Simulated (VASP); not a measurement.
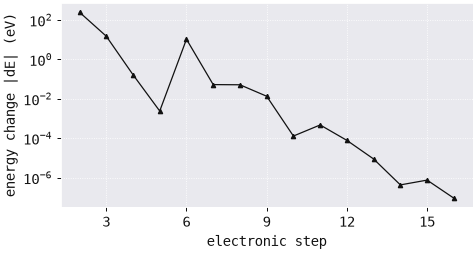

The plot shows the electronic steps of a calculation: energy change |dE|.

Program: VASP.

INCAR
```
ENCUT = 520.000000
SIGMA = 0.010000
EDIFF = 1.00e-07
ALGO = Normal
METAGGA = R2SCAN
PREC = Accurate
IBRION = -1
ISIF = 2
ISMEAR = 0
NBANDS = 26
NELM = 120
NSW = 0
LASPH = .TRUE.
LCHARG = .FALSE.
LWAVE = .FALSE.
LREAL = .FALSE.
```

KPOINTS
```
KPOINTS created by Atomic Simulation Environment
0
Gamma
6 6 4
0 0 0
```

POSCAR
```
Cd S
 1.0000000000000000
     4.6404183262138199    0.0000000000000000    0.0000000000000000
    -2.3202091631069099    4.0187201546880322    0.0000000000000000
     0.0000000000000000    0.0000000000000000    6.0504691820999996
 Cd  S
   2   2
Cartesian
  0.0000000000000000  2.6791467697920215  1.5126172955249999
  2.3202091631069099  1.3395733848960107  4.5378518865749999
  2.3202091631069099  1.3395733848960107  1.5126172955249999
  0.0000000000000000  2.6791467697920215  4.5378518865749999
```

> How did this run end?

Converged, in 16 steps. The energy change falls unevenly and jumps up by a factor of two or more twice on the way down, most sharply at step 6 (by about 4 orders of magnitude). The jump at step 6 comes where the charge density, held fixed for the first 5 steps, starts to be updated.
